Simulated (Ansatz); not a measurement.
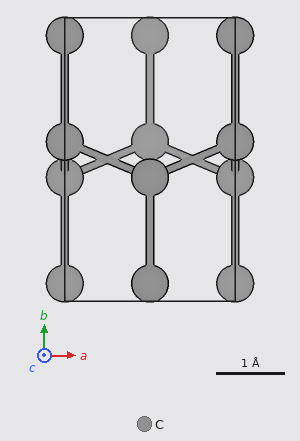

Normal modes of a crystal of C, space group P6₃/mmc (No. 194), at the zone centre of a doubled cell. Style: ball-and-stick. Shown: the cell of the calculation, along the c axis.

Method: Ansatz, DFT PBE, scalar-relativistic, plane waves, PAW. Set-up: plane-wave cutoff 420 eV; k-point mesh 10 × 6 × 6; occupations gaussian; smearing width 0.05 eV; no spin polarisation.

Frequencies are those without the non-analytic (LO–TO) term.

Question: Give the spectrum at this point.

Answer: The calculation's cell holds 8 atoms, so there are 21 modes besides the translations, in 17 levels. No level is unstable.

```json
{"level": "1", "degeneracy": "2", "frequency (cm⁻¹)": "527", "origin": "zone centre"}
{"level": "2", "degeneracy": "1", "frequency (cm⁻¹)": "543", "origin": "zone boundary"}
{"level": "3", "degeneracy": "1", "frequency (cm⁻¹)": "676", "origin": "zone boundary"}
{"level": "4", "degeneracy": "1", "frequency (cm⁻¹)": "761", "origin": "zone boundary"}
{"level": "5", "degeneracy": "1", "frequency (cm⁻¹)": "953", "origin": "zone boundary"}
{"level": "6", "degeneracy": "1", "frequency (cm⁻¹)": "959", "origin": "zone boundary"}
{"level": "7", "degeneracy": "1", "frequency (cm⁻¹)": "993", "origin": "zone boundary"}
{"level": "8", "degeneracy": "1", "frequency (cm⁻¹)": "1041", "origin": "zone centre"}
{"level": "9", "degeneracy": "1", "frequency (cm⁻¹)": "1052", "origin": "zone boundary"}
{"level": "10", "degeneracy": "1", "frequency (cm⁻¹)": "1094", "origin": "zone boundary"}
{"level": "11", "degeneracy": "1", "frequency (cm⁻¹)": "1149", "origin": "zone boundary"}
{"level": "12", "degeneracy": "2", "frequency (cm⁻¹)": "1180", "origin": "zone centre"}
{"level": "13", "degeneracy": "1", "frequency (cm⁻¹)": "1195", "origin": "zone boundary"}
{"level": "14", "degeneracy": "2", "frequency (cm⁻¹)": "1219", "origin": "zone boundary"}
{"level": "15", "degeneracy": "1", "frequency (cm⁻¹)": "1238", "origin": "zone centre"}
{"level": "16", "degeneracy": "1", "frequency (cm⁻¹)": "1265", "origin": "zone centre"}
{"level": "17", "degeneracy": "2", "frequency (cm⁻¹)": "1294", "origin": "zone centre"}
```

The modes drawn as arrows (one member of each degenerate set), 6 of the levels:

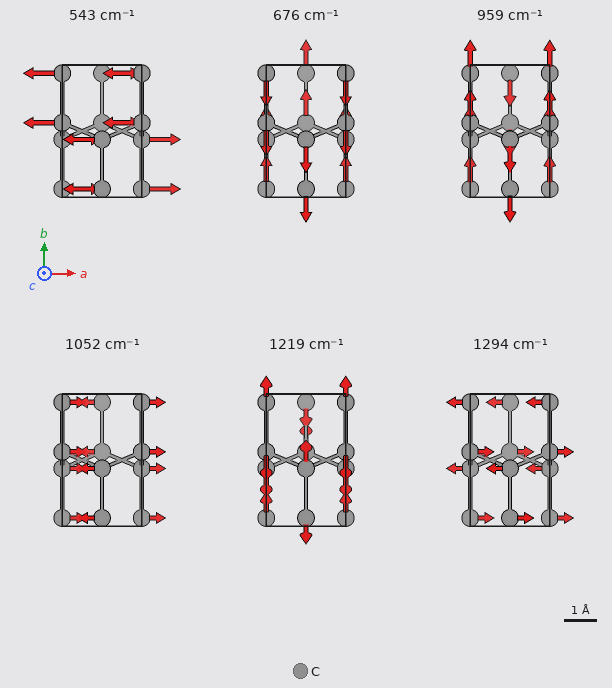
